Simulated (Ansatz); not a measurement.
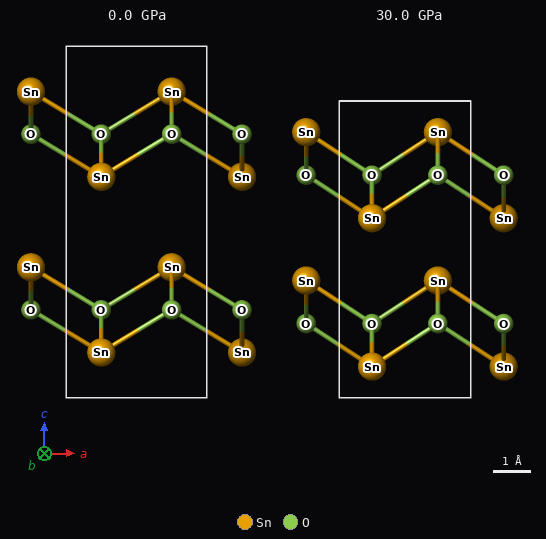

A crystal of SnO (set up in P4/nmm), relaxed (cell and atoms) at several target pressures. The picture shows the first and the last member. The picture is a ball-and-stick view of the cell of the calculation, seen along the b axis.

Computed with Ansatz 0.2.0: DFT PBEsol, scalar-relativistic, plane waves, PAW. Settings: plane-wave cutoff 420 eV; k-point mesh 10 × 10 × 4 at 0.0 to 15.0, 10 × 10 × 6 at 30.0 GPa; occupations gaussian; smearing width 0.1 eV; no spin polarisation; cell and atoms relaxed; force threshold 0.008 eV/Å.

| pressure (GPa) | volume (Å³/atom) | a (Å) | c (Å) |
| --- | --- | --- | --- |
| 0.0 | 17.204 | 3.806 | 9.503 |
| 3.0 | 16.042 | 3.764 | 9.057 |
| 8.0 | ? | ? | ? |
| 15.0 | 13.941 | 3.643 | 8.405 |
| 30.0 | 12.712 | 3.560 | 8.025 |

> Estimate the missing row from the others, and compare with the calculation.

Murnaghan's form V = V₀(1 + B′P/B₀)^(−1/B′), with V₀ = 17.204 Å³ from the row at zero pressure, fits the other rows with B₀ = 35.1 GPa and B′ = 6.02 (largest miss 0.017 Å³). At 8.0 GPa it gives 17.204 × (1 + 6.02 × 8.0/35.1)^(−1/6.02) = 14.904 Å³ per atom. The calculation gives 14.896 Å³/atom (a = 3.702 Å, c = 8.696 Å). The estimate is 0.008 Å³/atom too high. From the first member to the last: O–Sn 2.224 → 2.127 Å.

The whole series:

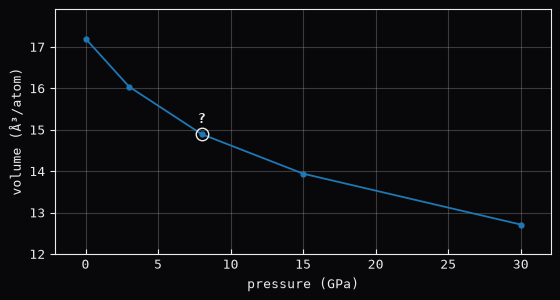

Each member starts from this one structure; whether another phase lies lower wasn't checked.

Limits of the set-up: layers or molecules are held without a dispersion correction, so their spacing is unreliable.
